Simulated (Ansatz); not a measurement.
The coordinates of a crystal:

```cif
data_structure
_symmetry_space_group_name_H-M 'P 1'
_symmetry_Int_Tables_number 1
_cell_length_a 4.7851
_cell_length_b 4.7851
_cell_length_c 2.5228
_cell_angle_alpha 90.000
_cell_angle_beta 90.000
_cell_angle_gamma 90.000
_cell_volume 57.77
loop_
_atom_site_label
_atom_site_type_symbol
_atom_site_fract_x
_atom_site_fract_y
_atom_site_fract_z
_atom_site_occupancy
Si1 Si 0.50000 0.00000 0.75000 1
Si2 Si 0.50000 0.50000 0.50000 1
Si3 Si 0.00000 0.50000 0.25000 1
Si4 Si 0.00000 0.00000 0.00000 1
```

Question: Summarise the structure in words.

Answer: The element is silicon. The symmetry is that of I4_1/amd (No. 141), on a body-centred tetragonal lattice. The prototype is β-tin type. The cell holds four atoms. Counting contacts within bonding distance, the coordination numbers are Si 6.

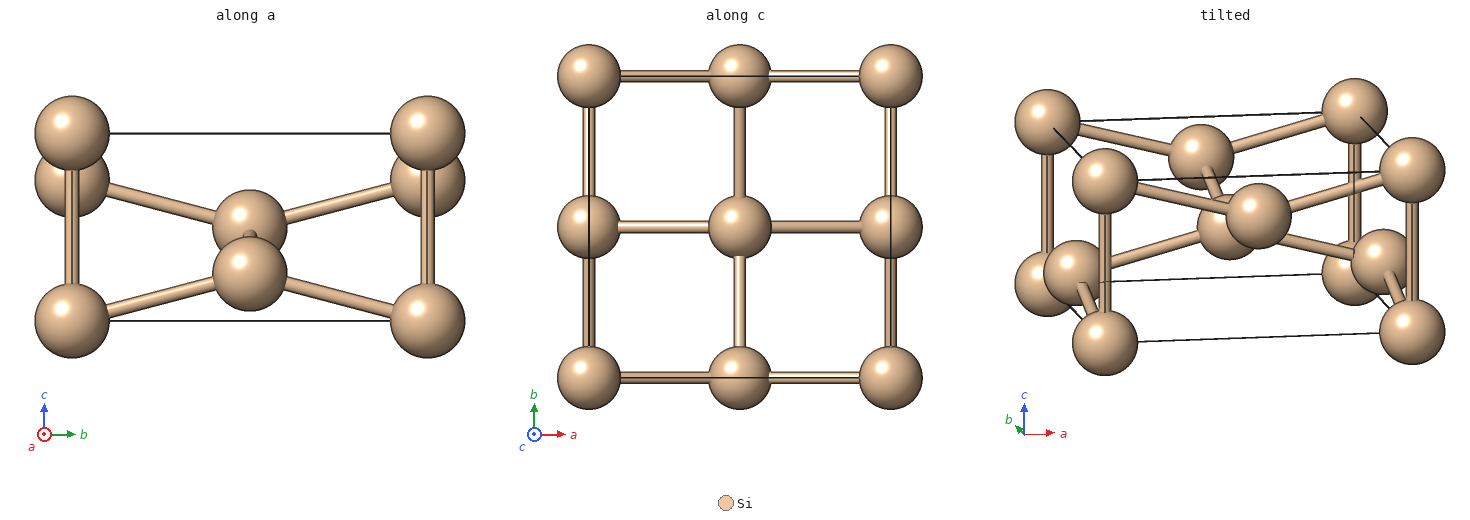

Ball-and-stick drawing of the structure, looking along the a axis, along the c axis and slightly off an axis. The wireframe shows the conventional unit cell. Colours: silicon light orange.

The structure comes from a structure listed in the Materials Project. The cell was then strained or its atoms displaced on purpose. Ansatz was used for an electronic-structure calculation on it.

At this level of theory the cell isn't at rest (compressed, at 5 GPa), so its distances can differ from those at equilibrium, the more so the softer the solid.
